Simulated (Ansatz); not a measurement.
# Ti₁₆O₃₁: geometry relaxation (part 3 of 3)

Continued. System: Ti₁₆O₃₁ (defect cell, 47 atoms in the cell). Method: DFT PBE, scalar-relativistic, plane waves, PAW, spin-polarised (Ansatz 0.2.0); cutoff 420 eV, 2×2×1 k-mesh, Gaussian smearing of 0.05 eV, collinear spins. The structure derives from a Materials Project entry.

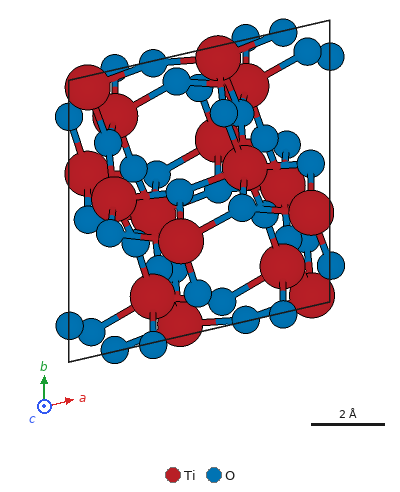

Figure 1. The geometry at step 6 of the log (ball-and-stick view of the cell of the calculation, along the c axis).

Output, continued:
```
--- Löwdin populations: 47 sites ---
  site symbol       q [e]    m [muB]
     0     Ti     10.6540    -0.0000
     1     Ti     10.6571    -0.0000
     2     Ti     10.6593    -0.0000
     3     Ti     10.6586    -0.0000
     4     Ti     10.7453     0.0000
     5     Ti     10.6371    -0.0000
     6     Ti     10.6419    -0.0000
     7     Ti     10.6341     0.0000
     8     Ti     10.8012     0.0000
     9     Ti     10.6600    -0.0000
    10     Ti     10.6695    -0.0000
    11     Ti     10.6613    -0.0000
    12     Ti     10.8422    -0.0000
    13     Ti     10.6455     0.0000
    14     Ti     10.6444    -0.0000
    15     Ti     10.6478    -0.0000
    16      O      6.6384     0.0000
    17      O      6.6434     0.0000
    18      O      6.6349     0.0000
    19      O      6.6560    -0.0000
    20      O      6.6611    -0.0000
    21      O      6.6602     0.0000
    22      O      6.6627     0.0000
    23      O      6.5654    -0.0000
    24      O      6.5362     0.0000
    25      O      6.5610     0.0000
    26      O      6.5436     0.0000
    27      O      6.6464    -0.0000
    28      O      6.6482     0.0000
    29      O      6.6454     0.0000
    30      O      6.6446     0.0000
    31      O      6.7015     0.0000
    32      O      6.7126    -0.0000
    33      O      6.7024     0.0000
    34      O      6.7100    -0.0000
    35      O      6.5492     0.0000
    36      O      6.5445     0.0000
    37      O      6.5426     0.0000
    38      O      6.5614     0.0000
    39      O      6.7145     0.0000
    40      O      6.7101     0.0000
    41      O      6.6988     0.0000
    42      O      6.7069     0.0000
    43      O      6.6421     0.0000
    44      O      6.6510     0.0000
    45      O      6.6592     0.0000
    46      O      6.6625     0.0000
  spilling = 0.003502 (of n_electrons = 378.000000)
settings of this run that can trade accuracy for cost: output.eigenvalues: false. Do not mix this run's numbers with those of runs without the same settings; the input reference describes each key
```

Trajectory as extended XYZ (Å, eV, eV/Å), 4 of the 8 frames kept, from step=1 to step=8:
```
47
Lattice="0.0000 -7.5339 0.0000 -4.2253 -1.8835 -6.3290 8.0819 -1.8835 -6.3290" Properties=species:S:1:pos:R:3:forces:R:3 step=1 energy=-57649.41041
Ti    0.0721   -3.7669   -8.1249    0.2921  -0.0547  -0.0202
Ti    0.0721   -7.5339   -8.1249    0.0694   0.0386  -0.0106
Ti    6.2257   -5.6504   -8.1249    0.2414  -0.2705   0.1662
Ti    6.2257   -9.4173   -8.1249    0.2256   0.3548   1.0884
Ti    3.7749   -3.7738   -8.1937   -0.6049   0.0792   0.8190
Ti    1.7883   -3.7669   -1.8329    0.0551   0.0575   0.0503
Ti    3.7166   -7.5339   -8.1618   -0.0140  -0.0980   0.1075
Ti    1.7883   -7.5339   -1.8329    0.0920  -0.0654  -0.1950
Ti   -2.3436   -1.8328   -4.5476    0.5114  -0.7982   0.0244
Ti   -2.3690   -5.6504   -4.5330   -0.1914   0.5202  -0.2405
Ti    3.7846   -3.7669   -4.5331   -0.1211   0.0851  -0.6717
Ti    3.7846   -7.5339   -4.5331    0.1844  -0.0504  -0.1053
Ti    2.0816   -3.7862  -10.7788   -1.0288   0.1737  -0.2876
Ti    0.1400   -3.7669   -4.4961    0.0843  -0.1572  -0.1194
Ti    2.0684   -7.5339  -10.8251   -0.1042  -0.0979   0.0276
Ti    0.1400   -7.5339   -4.4961    0.4472   0.1920  -0.0780
O     1.9330   -3.7669   -3.9874   -0.2601  -0.0328   0.0288
O     3.8614   -7.5339  -10.3163    0.0154  -0.0238   0.0629
O     1.9330   -7.5339   -3.9874   -0.2477   0.0045  -0.0915
O     2.2650   -1.8835   -1.8569   -0.0450   0.0450   0.0148
O     2.2650   -5.6504   -1.8569   -0.0022  -0.0824   0.0697
O     4.2014   -5.6548   -8.1986    0.0802   0.0885  -0.1245
O     4.2087   -9.4410   -8.1570   -0.0312   0.3743  -0.3080
O    -2.6176   -1.9093   -6.3048   -0.2751   0.1927   0.4954
O    -2.5998   -5.6504   -6.2992    0.0608  -0.0479  -0.0094
O     3.5538   -3.7669   -6.2992    0.0028  -0.0974   0.3115
O     3.5538   -7.5339   -6.2992    0.0557   0.0138  -0.0863
O     1.9221   -3.7794   -8.6725    0.8693   0.0665  -0.4283
O    -0.0047   -3.7669   -2.3416   -0.0424   0.0183   0.0241
O     1.9236   -7.5339   -8.6706    0.1143   0.0271   0.1245
O    -0.0047   -7.5339   -2.3416   -0.0334   0.0051  -0.0119
O     4.1690   -1.8835   -4.1297    0.0358   0.2344   0.1599
O    -1.9943   -3.7889   -4.1239   -0.1601   0.6671  -0.0761
O     4.1690   -5.6504   -4.1297   -0.0353  -0.0250   0.0130
O    -2.0311   -7.5227   -4.1155    0.0602  -0.3590  -0.1435
O     0.3029   -3.7669   -6.3588   -0.0956   0.0203   0.0904
O     0.3029   -7.5339   -6.3588   -0.0957  -0.0186   0.1447
O     6.4565   -5.6504   -6.3588   -0.0716   0.0742  -0.2714
O     6.4628   -9.4163   -6.3271    0.2499   0.0322  -0.4074
O     5.8715   -3.7466   -8.5334   -0.5367  -0.4407  -0.4355
O    -0.3124   -5.6504   -8.5283   -0.0602  -0.0532   0.1136
O     5.8412   -7.5339   -8.5283    0.0119  -0.0745   0.1013
O    -0.3124   -9.4173   -8.5283   -0.0816   0.0466   0.0751
O    -0.3367   -1.8835   -4.4721   -0.2414   0.1850   0.0880
O    -0.3367   -5.6504   -4.4721   -0.0150  -0.2517   0.0011
O     1.5809   -5.6424  -10.7866    0.4593   0.0300  -0.0233
O     1.5971   -9.3868  -10.7813    0.1767  -0.5276  -0.0567
47
Lattice="0.0000 -7.5339 0.0000 -4.2253 -1.8835 -6.3290 8.0819 -1.8835 -6.3290" Properties=species:S:1:pos:R:3:forces:R:3 step=3 energy=-57649.54152 accepted=F
Ti    0.1321   -3.7638   -8.1326   -0.1764   0.0278  -0.1321
Ti    0.0780   -7.5327   -8.0986   -0.0260  -0.0424   0.1419
Ti    6.2339   -5.6577   -8.1458   -0.1743  -0.0321  -0.0568
Ti    6.2642   -9.4118   -8.0327    0.2162   0.0662  -0.5247
Ti    3.7607   -3.7453   -8.1568    0.3339   0.0481  -0.1733
Ti    1.8041   -3.7504   -1.8383   -0.1352  -0.0605   0.1877
Ti    3.7169   -7.5268   -8.1804    0.1802   0.1413  -0.0420
Ti    1.7924   -7.5437   -1.7177   -0.4777   0.1265   0.1345
Ti   -2.2815   -1.8928   -4.4832   -0.0452   0.3567  -0.4713
Ti   -2.3922   -5.6589   -4.5616    0.1365  -0.3142   0.2503
Ti    3.7690   -3.7836   -4.5661    0.2333  -0.0970   0.3036
Ti    3.7683   -7.5091   -4.5655   -0.2083  -0.0200   0.0200
Ti    1.9680   -3.7713  -10.7777    0.3237  -0.0285  -0.4977
Ti    0.1703   -3.7984   -4.5189   -0.4039   0.0284   0.1887
Ti    2.0551   -7.5424  -10.8408    0.0900  -0.0163  -0.1561
Ti    0.1665   -7.5199   -4.4695   -0.2002  -0.0106   0.1534
O     1.9337   -3.8098   -3.9684    0.1190   0.0600  -0.0212
O     3.8580   -7.5756  -10.3228   -0.1463   0.0481  -0.0437
O     1.9432   -7.5182   -3.9665    0.1098  -0.0230  -0.1371
O     2.2929   -1.8694   -1.7799    0.0941  -0.1784  -0.0480
O     2.2741   -5.6542   -1.8059    0.0191   0.1649  -0.0627
O     4.1838   -5.6536   -8.2771   -0.0552  -0.0221   0.0692
O     4.2323   -9.4124   -8.1345   -0.1585  -0.1366   0.0919
O    -2.8297   -1.8346   -6.2174    0.5085  -0.1633  -0.0672
O    -2.6138   -5.6585   -6.3061    0.0193   0.0239  -0.2445
O     3.4670   -3.8704   -6.2936    0.0004   0.1078   0.2251
O     3.5301   -7.4837   -6.3206   -0.0399  -0.0787   0.1871
O     1.9841   -3.6643   -8.7610   -0.3688  -0.0782   0.2386
O    -0.0121   -3.6887   -2.3403    0.3402  -0.1386  -0.0262
O     1.9263   -7.5951   -8.6792   -0.0906   0.1210  -0.0755
O     0.0035   -7.6082   -2.3325    0.1217   0.1257  -0.0444
O     4.1674   -1.8758   -4.1106   -0.1858  -0.0226  -0.1241
O    -2.0043   -3.7800   -4.1627    0.0270  -0.0581   0.0144
O     4.1815   -5.6599   -4.1200   -0.0238   0.1651  -0.0817
O    -2.0076   -7.5289   -4.1445    0.0673   0.0076  -0.0815
O     0.3696   -3.8187   -6.3618    0.0093   0.0877  -0.1575
O     0.3078   -7.4923   -6.3333    0.0199  -0.0807  -0.2006
O     6.3905   -5.5290   -6.3955    0.0904  -0.1409   0.3087
O     6.6409   -9.4966   -6.3324   -0.3137   0.0568   0.3039
O     5.7664   -3.7575   -8.6421    0.0628  -0.0411   0.0581
O    -0.2964   -5.6450   -8.5230    0.0049   0.1059   0.0303
O     5.8696   -7.5365   -8.4735    0.0230   0.0077   0.1088
O    -0.3139   -9.4149   -8.4960    0.1087  -0.1332   0.2031
O    -0.3279   -1.8929   -4.5051    0.0507  -0.0889  -0.0220
O    -0.3463   -5.6569   -4.4265    0.1289   0.1839  -0.0724
O     1.6060   -5.6457  -10.8014   -0.2119  -0.1024   0.0354
O     1.5922   -9.4093  -10.9648    0.0033   0.0471   0.3096
47
Lattice="0.0000 -7.5339 0.0000 -4.2253 -1.8835 -6.3290 8.0819 -1.8835 -6.3290" Properties=species:S:1:pos:R:3:forces:R:3 step=6 energy=-57649.71169
Ti    0.1160   -3.7687   -8.1399    0.0169   0.0138   0.0053
Ti    0.0764   -7.5388   -8.1045   -0.0422   0.0148   0.0298
Ti    6.2313   -5.6624   -8.1291    0.0284  -0.0013  -0.0344
Ti    6.2535   -9.4058   -8.0945    0.0157  -0.0145  -0.0105
Ti    3.7595   -3.7401   -8.1571   -0.0436   0.0268   0.0164
Ti    1.7976   -3.7631   -1.8321    0.0255   0.0306  -0.0346
Ti    3.7188   -7.5137   -8.1661   -0.0252  -0.0158   0.0073
Ti    1.7896   -7.5455   -1.7663    0.0120   0.0091   0.0070
Ti   -2.2802   -1.8872   -4.5133   -0.0018  -0.0132  -0.0599
Ti   -2.3894   -5.6577   -4.5517    0.0607   0.0122  -0.0432
Ti    3.7835   -3.7792   -4.5417   -0.0676   0.0083   0.0525
Ti    3.7663   -7.5228   -4.5408   -0.0025  -0.0260   0.0277
Ti    1.9953   -3.7685  -10.8103   -0.0111  -0.0063   0.1050
Ti    0.1561   -3.7808   -4.5075    0.0184  -0.0229  -0.0437
Ti    2.0606   -7.5384  -10.8310   -0.0037  -0.0239   0.0384
Ti    0.1533   -7.5101   -4.4840   -0.0063  -0.0103  -0.0029
O     1.9293   -3.7938   -3.9782    0.0114   0.0072  -0.0054
O     3.8601   -7.5492  -10.3165   -0.0292   0.0183   0.0103
O     1.9381   -7.5210   -3.9891    0.0163   0.0061  -0.0099
O     2.2743   -1.8776   -1.8342   -0.0092  -0.0120   0.0076
O     2.2709   -5.6523   -1.8285    0.0129  -0.0081  -0.0004
O     4.1980   -5.6499   -8.2171   -0.0009  -0.0072  -0.0031
O     4.2062   -9.4150   -8.1732    0.0081   0.0044  -0.0075
O    -2.7205   -1.8766   -6.2572    0.0086  -0.0092   0.0250
O    -2.6077   -5.6412   -6.3070    0.0006  -0.0326   0.0378
O     3.4935   -3.8010   -6.2718    0.0313  -0.0077  -0.0573
O     3.5612   -7.5282   -6.2994   -0.0010  -0.0077  -0.0290
O     1.9630   -3.7376   -8.7236    0.0427  -0.0286  -0.0182
O    -0.0052   -3.7433   -2.3425   -0.0470  -0.0162   0.0193
O     1.9248   -7.5308   -8.6650    0.0509  -0.0039  -0.0065
O     0.0022   -7.5473   -2.3407   -0.0364  -0.0126   0.0045
O     4.1598   -1.8792   -4.1050   -0.0044   0.0046  -0.0120
O    -2.0065   -3.7758   -4.1514   -0.0188  -0.0010   0.0214
O     4.1753   -5.6580   -4.1265    0.0115  -0.0025  -0.0093
O    -1.9995   -7.5261   -4.1540   -0.0064  -0.0029   0.0145
O     0.3258   -3.7701   -6.3653   -0.0164   0.0071   0.0310
O     0.2992   -7.5402   -6.3426    0.0095   0.0189  -0.0124
O     6.4342   -5.6218   -6.3706   -0.0025   0.0271  -0.0048
O     6.5380   -9.4564   -6.3544   -0.0002   0.0230  -0.0431
O     5.7908   -3.7613   -8.6182   -0.0060  -0.0010   0.0077
O    -0.3075   -5.6490   -8.5083   -0.0011  -0.0199  -0.0062
O     5.8597   -7.5359   -8.4989   -0.0041   0.0125   0.0097
O    -0.3124   -9.4190   -8.4941    0.0026   0.0102  -0.0109
O    -0.3254   -1.8861   -4.4671   -0.0002   0.0246   0.0099
O    -0.3365   -5.6479   -4.4686   -0.0178   0.0037   0.0088
O     1.5972   -5.6559  -10.8089    0.0163  -0.0060  -0.0271
O     1.6056   -9.4149  -10.8369    0.0051   0.0301  -0.0046
47
Lattice="0.0000 -7.5339 0.0000 -4.2253 -1.8835 -6.3290 8.0819 -1.8835 -6.3290" Properties=species:S:1:pos:R:3:forces:R:3 step=8 energy=-57649.71373
Ti    0.1177   -3.7661   -8.1422   -0.0013   0.0009   0.0024
Ti    0.0741   -7.5356   -8.1026    0.0047   0.0019  -0.0029
Ti    6.2295   -5.6634   -8.1286    0.0073   0.0042   0.0074
Ti    6.2523   -9.4060   -8.0927   -0.0015   0.0058  -0.0001
Ti    3.7618   -3.7399   -8.1556    0.0066  -0.0020  -0.0130
Ti    1.7964   -3.7559   -1.8360   -0.0064  -0.0080   0.0051
Ti    3.7178   -7.5154   -8.1668    0.0036   0.0086  -0.0114
Ti    1.7894   -7.5404   -1.7680   -0.0066  -0.0056   0.0017
Ti   -2.2829   -1.8891   -4.5156    0.0111   0.0030   0.0023
Ti   -2.3869   -5.6604   -4.5544    0.0008  -0.0071   0.0067
Ti    3.7803   -3.7801   -4.5382    0.0102   0.0056  -0.0002
Ti    3.7693   -7.5241   -4.5412    0.0018   0.0075  -0.0013
Ti    1.9957   -3.7708  -10.8015   -0.0060   0.0012  -0.0277
Ti    0.1520   -3.7850   -4.5103    0.0051   0.0064  -0.0057
Ti    2.0618   -7.5380  -10.8289    0.0026  -0.0115  -0.0006
Ti    0.1535   -7.5150   -4.4825   -0.0047  -0.0046  -0.0021
O     1.9274   -3.7923   -3.9816    0.0016   0.0002  -0.0018
O     3.8598   -7.5421  -10.3169    0.0077  -0.0048  -0.0031
O     1.9396   -7.5217   -3.9904   -0.0069   0.0004   0.0053
O     2.2722   -1.8787   -1.8319   -0.0005  -0.0025  -0.0029
O     2.2740   -5.6538   -1.8314   -0.0077   0.0035  -0.0002
O     4.1965   -5.6510   -8.2173   -0.0003   0.0064   0.0017
O     4.2042   -9.4142   -8.1799    0.0076  -0.0102   0.0014
O    -2.7201   -1.8798   -6.2581   -0.0032   0.0070  -0.0105
O    -2.6054   -5.6558   -6.3082    0.0025   0.0068  -0.0098
O     3.5097   -3.7977   -6.2739   -0.0258  -0.0052   0.0213
O     3.5657   -7.5331   -6.3003   -0.0102  -0.0027   0.0164
O     1.9657   -3.7449   -8.7233    0.0011  -0.0043   0.0232
O    -0.0079   -3.7464   -2.3419    0.0183   0.0034   0.0000
O     1.9258   -7.5315   -8.6658   -0.0113   0.0036   0.0012
O     0.0009   -7.5498   -2.3402    0.0117   0.0013   0.0012
O     4.1608   -1.8784   -4.1017   -0.0087  -0.0090   0.0064
O    -2.0091   -3.7764   -4.1511    0.0041   0.0041  -0.0077
O     4.1749   -5.6566   -4.1286   -0.0038  -0.0036   0.0011
O    -2.0019   -7.5283   -4.1513    0.0035   0.0041  -0.0059
O     0.3221   -3.7696   -6.3654   -0.0060  -0.0016   0.0098
O     0.3033   -7.5305   -6.3426   -0.0078  -0.0033   0.0055
O     6.4328   -5.6161   -6.3701   -0.0013   0.0019  -0.0020
O     6.5323   -9.4466   -6.3530    0.0045   0.0003  -0.0041
O     5.7893   -3.7618   -8.6158    0.0018  -0.0011  -0.0058
O    -0.3094   -5.6484   -8.5132    0.0067   0.0018   0.0014
O     5.8594   -7.5356   -8.4965   -0.0027  -0.0044  -0.0044
O    -0.3105   -9.4192   -8.4937    0.0002   0.0023   0.0019
O    -0.3259   -1.8850   -4.4672    0.0005   0.0004  -0.0013
O    -0.3397   -5.6488   -4.4655    0.0049   0.0004  -0.0021
O     1.5992   -5.6540  -10.8110   -0.0060   0.0080   0.0057
O     1.6066   -9.4122  -10.8320   -0.0019  -0.0095  -0.0025
```
